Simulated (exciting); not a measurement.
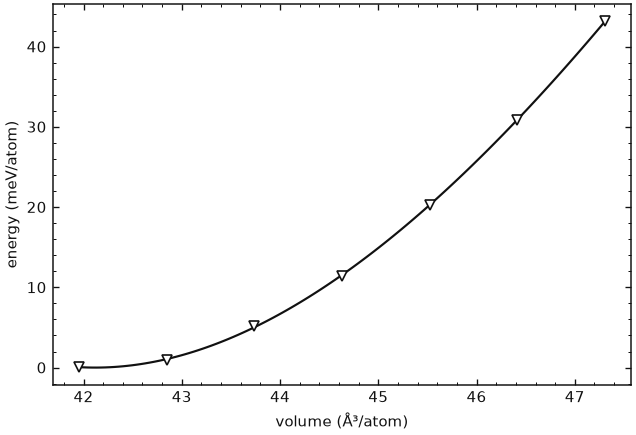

Plotted: energy against volume.

How it was computed, with exciting sodium: all-electron LAPW DFT, no spin polarisation; energies at scaled volumes of the given cell, shape and fractions fixed, counted from the fit's minimum, third-order Birch-Murnaghan fit. Level: PBEsol.

> For which of these solids was it computed?
A. HfC, Fm-3m (No. 225)
B. I, I4/mmm (No. 139)
C. TiC, Fm-3m (No. 225)

B, I: energy from 0.08 meV/atom to 43.14 meV/atom, V0 42.12 Å³/atom, B0 28.2 GPa. The others give: TiC, energy from 0.27 meV/atom to 55.58 meV/atom, V0 9.897 Å³/atom, B0 268 GPa; HfC, energy from 0.44 meV/atom to 65.16 meV/atom, V0 12.23 Å³/atom, B0 248 GPa.

For I, limits of the calculation: shape and atomic fractions are frozen while scaling, which makes layered, chain and framework solids too stiff.
